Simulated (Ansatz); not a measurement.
**Run report: C, single-point calculation**

System: C (Cmcm, 4 atoms in the cell).
Method: DFT PBE, scalar-relativistic, plane waves, PAW, PAW set soft_1, no spin polarisation (Ansatz 0.2.0).

The structure derives from an entry of the Crystallography Open Database. Figures and captions count atoms from 1; the log counts them from 0 in places.

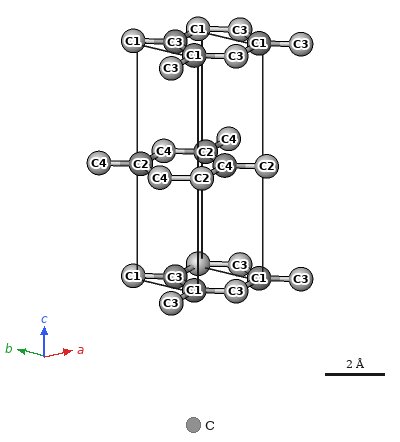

Fig. 1: The structure as given in the input (ball-and-stick view of the cell of the calculation, seen at an oblique angle; neighbours outside the cell are drawn fainter; atoms are numbered from 1 in the order of the input). An atom can appear more than once, as a periodic image. Near neighbours in the periodic cell (some may lie outside the picture): C has 3 C at 1.42 Å.

## Input file
```yaml
crystal:
  lattice:
    - [2.4665231295, 0.0, 0.0]
    - [-1.2332615647, 2.1360716891, 0.0]
    - [0.0, 0.0, 8.5653080463]
  atoms:
    - { symbol: C, position: [0.0666397546, 0.1332795093, 0.0025] }
    - { symbol: C, position: [-0.0666397546, -0.1332795093, 0.5025] }
    - { symbol: C, position: [0.3999743551, 0.7999487103, 0.0025] }
    - { symbol: C, position: [0.6000256449, 0.2000512897, 0.5025] }
basis:
  ecutwfc: 520.0
kpoints:
  mp_grid: { grid: [18, 18, 6] }
hamiltonian:
  xc: pbe
  pseudopotentials: { kind: paw, azcp: { folder: soft_1 } }
scf:
  occupations: { method: gaussian, width: 0.15 }
output:
  forces: true
  stress: true
  eigenvalues: true
  write_density: true
  write_potential: true
  elf: true
  volumetric_format: npy
```

Launched with:
```bash
ansatz run input.yaml --threads 2 --pin off --max-ram 4096MiB --backend cpu --events-out ev --progress --plain --runs-dir out
```

## Output
```
Engine: ansatz 0.2.0, aarch64-unknown-linux-gnu
Pseudopotentials: kind: paw
Pseudopotential: C, paw, valence charge 4, recommended cutoff 420 eV (normal), [file]
Functional definition: PBE
  parameter kappa = 0.804
  parameter beta = 0.06672455060314922
  exchange = pbe_x(kappa = kappa, mu = beta*pi^2/3)
  correlation = pbe_c(beta = beta)
Crystal: 4 atoms, lattice volume = 45.128 Å³
Basis set: ecut = 520 eV, 1201 PW (Γ), exchange–correlation on 40×40×128 points (8 copies of the dense FFT grid, shifted against one another)
Bands: 12, of which v1, the nominal top of the filled ones, is band 8 counted from 1 (7 counted from 0)
Symmetry: 8 space group operations
Space group: Cmcm (ITA 63), of the structure as read, at distance tolerance 3.6e-5 Å
k-points: 364 of 1944
Non-local potential: C, projectors of the file, l = 0: 2, l = 1: 2, l = 2: 1
PAW form: soft (Blöchl's): semilocal exchange-correlation on the pseudo side does not see the compensation charge
PAW one-centre angular grid: C, 110 points (default); XC on 64 Gauss nodes
Initial density: superposition of atomic densities (chi_scale 0.1, normalization cell)
Initial wavefunctions: pseudopotential atomic-orbital guess
Functional: x = pbe(κ = 0.804, μ = 0.2195149727645171), c = pbe(β = 0.06672455060314922)
SCF iter   1: F=—  HF=-1006.054022 eV  |F-HF|=—  |Δ(HF+E_count)|=         —  Δρ=1.13e-1  dr2=5.26e0  ethr=3.10e-3  ⟨swp⟩=5.5  Hψ=26131  notcnv=0
preconditioner: auto → LDOS  [metal: Δε(μ)=0.000 eV  Ē_g=16.276 eV  σ=0.150 eV  W_gap=0.00  n_scr=6 (ndim 8)  ℏωp=22.1 eV  f_vac=0.145  D(μ)=0.17/eV (n_scr^D=2)  β→1.0]
SCF iter   2: F=—  HF=-1004.184953 eV  |F-HF|=—  |Δ(HF+E_count)|=    1.87e0  Δρ=4.14e-2  dr2=8.64e-1  ethr=3.10e-3  ⟨swp⟩=3.6  Hψ=14502  notcnv=0
SCF iter   3: F=—  HF=-1003.781110 eV  |F-HF|=—  |Δ(HF+E_count)|=   4.04e-1  Δρ=2.34e-3  dr2=2.57e-3  ethr=3.10e-3  ⟨swp⟩=2.8  Hψ=11769  notcnv=0
SCF iter   4: F=—  HF=-1003.780177 eV  |F-HF|=—  |Δ(HF+E_count)|=   9.33e-4  Δρ=2.93e-4  dr2=2.80e-5  ethr=1.61e-5  ⟨swp⟩=2.2  Hψ=8109  notcnv=0
SCF iter   5: F=—  HF=-1003.780206 eV  |F-HF|=—  |Δ(HF+E_count)|=   2.85e-5  Δρ=2.49e-4  dr2=2.42e-5  ethr=1.75e-7  ⟨swp⟩=2.0  Hψ=7302  notcnv=0
SCF iter   6: F=-1003.780200 eV  HF=-1003.780199 eV  |F-HF|=5.28e-8  |Δ(HF+E_count)|=   6.29e-6  Δρ=1.88e-5  dr2=8.45e-8  ethr=6.25e-10  ⟨swp⟩=10.4  Hψ=41439  notcnv=0
SCF 1 converged in 6 iterations: F = -1003.780200 eV  dr2 = 8.45e-8
  greatest PAW one-centre occupation: 0.673 electrons in one spin orbital (limit 2), on the C atom at site 1 (counted from 0), in its partial waves of l = 0
```

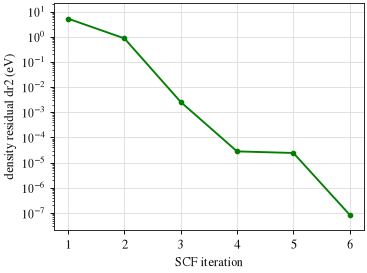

Fig. 2: Convergence of the self-consistent field: density residual dr2 against the SCF iteration. The residual falls at every step.

```
SCF converged after 6 iterations
Free energy (F): -1003.780200 eV
Harris-Foulkes:  -1003.780199 eV  (|F-HF|=5.28e-8)
Internal energy: -1003.778439 eV  (E = F + TS)
E sigma→0 (E₀):  -1003.779319 eV
Entropy (-TS):   -0.001761 eV (-0.440 meV/atom)
Fermi energy:    4.578211 eV
--- Per-component energies (eV) ---
  E_band       = -73.082168
  E_kinetic    = 353.604840
  E_local      = -886.605193  (includes V_loc(G=0)·N_el)
  E_nonlocal   = 93.814740
  E_hartree    = 314.271966
  E_xc         = -187.667498
  E_vxc        = -231.065790  (∫ρ·V_xc dr)
  E_paw        = -400.406487  (= ΣΔE_a)
  E_vpaw       = -31.375961  (= ΣTr[D̂ρ^β])
  E_aug_tail   = 0.000002  (compensation charges beyond the density's cutoff)
  E_ewald      = -290.790809
  E_smearing   = -0.001761  (= −TS)
  E_closure    = 0.000000  (closes the sum)
  Σ components = -1003.780200   (vs F -1003.780200, Δ=0.00e0)
--- Forces (eV/Å), atoms counted from 1 ---
  atom   1  C     -0.00000000    -0.00004312    -0.00000000
  atom   2  C      0.00000000     0.00004312     0.00000000
  atom   3  C     -0.00000000    -0.00016295     0.00000000
  atom   4  C      0.00000000     0.00016295    -0.00000000
  max |Σ_I F_I| component: 5.42e-20 eV/Å
--- Stress (GPa, compression-positive) ---
        0.002583      -0.000000       0.000000
       -0.000000      -0.016945      -0.000000
        0.000000      -0.000000       0.043128
  P = ⅓ Tr σ = 0.0096 GPa (0.096 kbar)
--- Band table (eV; the first three rows and the last of 364) ---
  k-point 0: bands = ["-14.9575", "-14.9233", "-3.2674", "-2.7997", "1.5347", "1.5355", "1.5361", "1.5367", "7.6533", "10.9138", "12.9000", "12.9031"]
  k-point 1: bands = ["-14.9553", "-14.9256", "-3.2383", "-2.8336", "1.5349", "1.5356", "1.5361", "1.5366", "7.8021", "10.5221", "12.9006", "12.9033"]
  k-point 2: bands = ["-14.9490", "-14.9319", "-3.1575", "-2.9242", "1.5352", "1.5357", "1.5360", "1.5362", "8.2323", "9.7170", "12.9023", "12.9037"]
  k-point 363: bands = ["-10.6452", "-10.6452", "-6.1051", "-6.1051", "-4.2328", "-4.2328", "1.8504", "1.8504", "7.3535", "7.3535", "14.1579", "14.1579"]
```

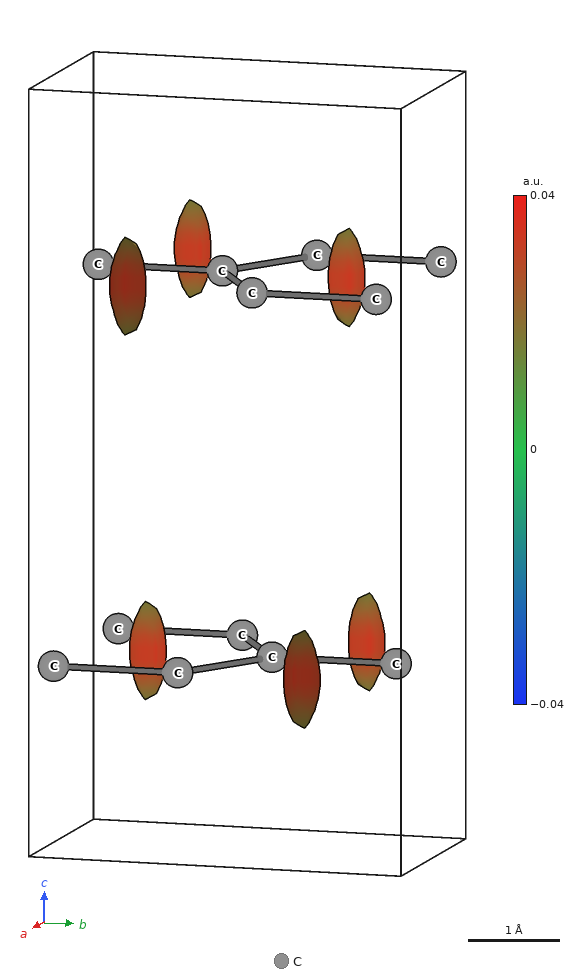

Fig. 3: Non-covalent interaction (NCI) plot: the surface where the reduced density gradient is 0.5, for densities under 0.05 a.u., coloured by sign(λ₂)ρ; seen slightly off an axis. The outline is the cell set on symmetry axes. Core electrons are frozen (PAW), so the fields are smoothed inside the atomic spheres.

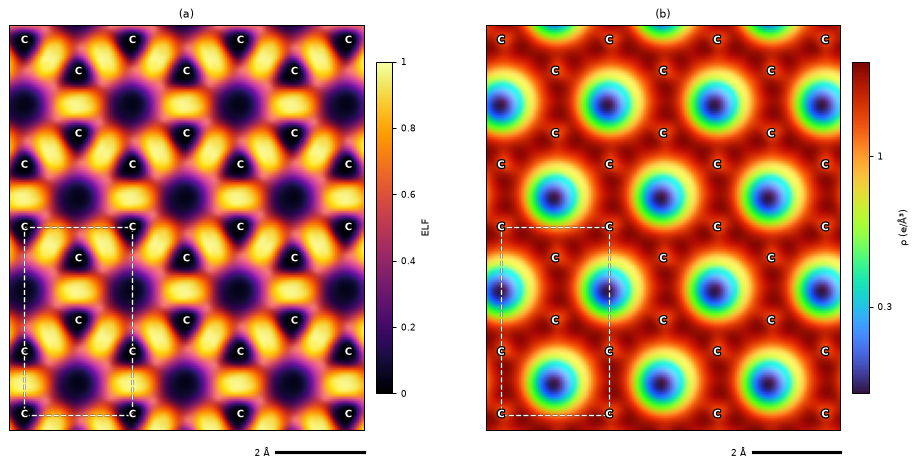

Fig. 4: (a) ELF; (b) valence pseudo-density on the (001) plane of the conventional cell. Atoms in the plane: C. C–C (1.42 Å): the density is about 2 e/Å³ at the midpoint, a local maximum along the line; the ELF peaks at about 0.95 between the atoms, which marks localised, shared-pair bonding. Away from the nuclei the density in this plane falls to 0.15 e/Å³ at its lowest.

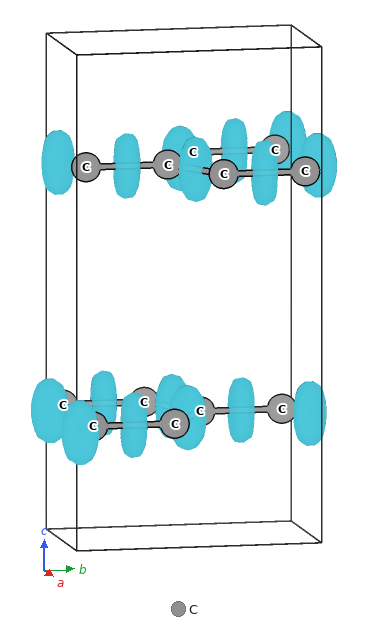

Fig. 5: Isosurface of the electron localisation function at 0.85 (cyan), seen slightly off an axis. Only the valence region is drawn (cores and ρ < 0.01 e/Å³ removed). Sticks mark near contacts. The outline is the cell set on symmetry axes. Along the contacts the grid gives the following.

## Key numbers

```json
{"quantity": "outcome", "value": "converged"}
{"quantity": "space group (tolerance 0.01 Å)", "value": "Cmcm (63)"}
{"quantity": "electrons treated", "value": "16"}
{"quantity": "free energy", "value": "−1003.7802 eV"}
{"quantity": "Fermi energy", "value": "4.578 eV"}
{"quantity": "gap on the k-point mesh", "value": "none (metallic)"}
{"quantity": "pressure", "value": "0.01 GPa"}
{"quantity": "largest force (length of the vector)", "value": "under 0.001 eV/Å"}
{"quantity": "hardware", "value": "2 threads of Arm Neoverse N1, 98 GiB of memory available, shared host"}
{"quantity": "wall time", "value": "18 s (CPU time 35 s)"}
{"quantity": "peak memory", "value": "0.49 GiB"}
```
